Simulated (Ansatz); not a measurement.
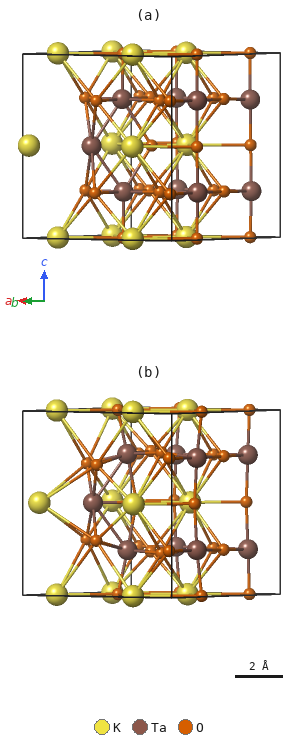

The structure of a defect cell of composition K8Ta9O24 (cell charge +1) before (top) and after (bottom) a relaxation, at one scale.

A ball-and-stick model of the cell of the calculation (origin shifted), seen from a free direction.

The atoms of the start lie slightly off their symmetric places, so part of the fall in energy undoes that.

Theory: DFT, PBEsol, PAW, plane waves in Ansatz.

Input
```yaml
crystal:
  lattice:
    - [7.970878, 0.000000, 0.000000]
    - [0.000000, 7.970878, 0.000000]
    - [0.000000, 0.000000, 7.970878]
  atoms:
    - { symbol: K, position: [0.000568, 0.003861, 0.000679] }
    - { symbol: K, position: [0.999387, 0.996940, 0.501074] }
    - { symbol: K, position: [0.001018, 0.498632, 0.000870] }
    - { symbol: K, position: [0.002487, 0.499239, 0.501113] }
    - { symbol: K, position: [0.501289, 0.996889, 0.000168] }
    - { symbol: K, position: [0.501912, 0.000944, 0.500108] }
    - { symbol: K, position: [0.502076, 0.498956, 0.000509] }
    - { symbol: K, position: [0.612092, 0.615363, 0.500441] }
    - { symbol: Ta, position: [0.245185, 0.247126, 0.247613], spin: 0.286 }
    - { symbol: Ta, position: [0.252294, 0.251090, 0.750488], spin: 0.286 }
    - { symbol: Ta, position: [0.247659, 0.745458, 0.250642] }
    - { symbol: Ta, position: [0.250537, 0.752876, 0.746976] }
    - { symbol: Ta, position: [0.746812, 0.248871, 0.250704] }
    - { symbol: Ta, position: [0.747437, 0.252144, 0.750343] }
    - { symbol: Ta, position: [0.748263, 0.750282, 0.248291] }
    - { symbol: Ta, position: [0.754901, 0.752093, 0.745478] }
    - { symbol: Ta, position: [0.370612, 0.369699, 0.497318], spin: 0.286 }
    - { symbol: O, position: [0.242668, 0.253446, 0.997718] }
    - { symbol: O, position: [0.138963, 0.134385, 0.497618] }
    - { symbol: O, position: [0.251683, 0.749168, 0.997702] }
    - { symbol: O, position: [0.249365, 0.749227, 0.501564] }
    - { symbol: O, position: [0.750779, 0.249206, 0.000574] }
    - { symbol: O, position: [0.747653, 0.253083, 0.499237] }
    - { symbol: O, position: [0.754376, 0.753046, 0.998227] }
    - { symbol: O, position: [0.751407, 0.753349, 0.498444] }
    - { symbol: O, position: [0.999298, 0.250241, 0.249961] }
    - { symbol: O, position: [0.000743, 0.249532, 0.746407] }
    - { symbol: O, position: [0.001871, 0.749708, 0.249015] }
    - { symbol: O, position: [0.999080, 0.755558, 0.749895] }
    - { symbol: O, position: [0.498635, 0.250421, 0.252092], spin: 0.286 }
    - { symbol: O, position: [0.502571, 0.247386, 0.753888], spin: 0.286 }
    - { symbol: O, position: [0.498968, 0.751751, 0.247336] }
    - { symbol: O, position: [0.502948, 0.746339, 0.751844] }
    - { symbol: O, position: [0.251582, 0.000639, 0.249652] }
    - { symbol: O, position: [0.246505, 0.999270, 0.756113] }
    - { symbol: O, position: [0.249610, 0.504694, 0.245376], spin: 0.286 }
    - { symbol: O, position: [0.249186, 0.493058, 0.745369], spin: 0.286 }
    - { symbol: O, position: [0.749004, 0.001491, 0.251775] }
    - { symbol: O, position: [0.752513, 0.999836, 0.753520] }
    - { symbol: O, position: [0.750164, 0.497577, 0.246892] }
    - { symbol: O, position: [0.747789, 0.501282, 0.752119] }
  symmetry: { detect: false }
kpoints:
  mp_grid: { grid: [1, 1, 1], shift: [0.25, 0.25, 0.25] }
hamiltonian:
  xc: pbesol
total_charge: 1
magnetization:
  spin_polarized: true
scf:
  occupations: { method: fermi_dirac, width: 0.01 }
relax:
  f_tol: 0.03
  max_steps: 80
  escape_saddle: false
  adjacent_minimum: "off"
output:
  forces: true
  eigenvalues: true
  populations: true
  charged_corrections: { epsilon: 200 }
```

Run as
```bash
ansatz run in.yaml --threads 7 --pin off --max-ram 13300MiB --runs-dir r --events-out ev --progress --plain
```

Describe what moved and what it gained.

The largest move is that of O19, 0.66 Å along [1 1 0]. By element the largest moves are O 0.66 Å, K 0.46 Å, Ta 0.24 Å. The cell stays as it was. Some distances before and after: K2–O19 1.562 → 2.345 Å, Ta17–O19 2.632 → 1.907 Å, K8–O25 1.563 → 2.207 Å, K8–O36 3.641 → 3.108 Å. New bonds form, among them: Ta17–O19 (2.63 → 1.91 Å). Among the angles between lasting bonds that change: Ta9–O19–Ta10 115.5° → 158.0°, K4–O19–K6 130.7° → 157.2°, K2–O19–Ta9 122.8° → 100.1°. After 8 geometry steps the energy has fallen by 17.881 eV per cell of the calculation. Largest force component: 18 eV/Å at the start, 0.017 eV/Å at the end. The program noted that the starting moments weren't kept. The run took 74 s on 7 threads of Arm Neoverse-V2, peak memory 1.6 GiB.

Limits of the set-up: the periodic images lie only 8.0 Å apart, so the values are limited by the cell's size; the cell is charged, on a uniform background, and energies carry no finite-size correction.
